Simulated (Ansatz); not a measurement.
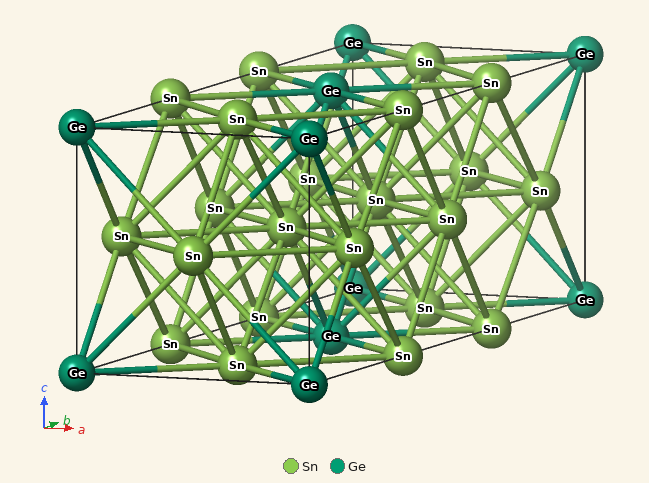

Ball-and-stick representation of a periodic structure, projected slightly off an axis. The edges of the conventional unit cell are marked. Cell: a = 4.79 Å, b = 14.08 Å, c = 4.73 Å, α = 90.00°, β = 90.00°, γ = 90.00°.

It derives from a structure type filled with these elements by a generator (whether the compound takes this form wasn't checked). Earlier steps of the study may have refined or changed the cell and positions. It was run through Ansatz as a DFT input.

Explain the picture.

It has the composition Sn5Ge. Its lattice is base-centred orthorhombic, its space group Cmmm (No. 65). With Z = 2, the cell contains 10 Sn, 2 Ge. Taking every contact within bonding distance, one finds Sn 12 and Ge 12.

Method: DFT PBE, scalar-relativistic, plane waves, PAW in Ansatz; plane waves up to 420 eV, k-points about 0.17 Å⁻¹ apart, Gaussian smearing of 0.1 eV, no spin polarisation.

Is it conducting or gapped at this level?

A metal: bands cross the Fermi level.

What are the atomic charges by Bader's partition?

Sn +0.04 e; Ge -0.20 e.

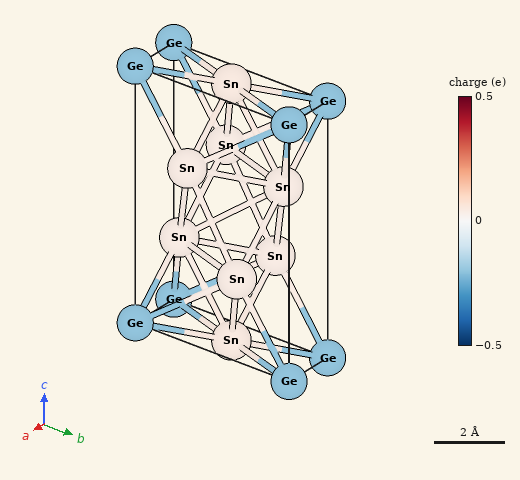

The atoms coloured by those charges. The run's cell of 6 atoms is drawn in a reduced setting, so axes and origin can differ from the first picture.

Has the structure come to rest?

Yes. All forces vanish to within 0.01 eV/Å. The pressure is 0.0 GPa, close to zero.
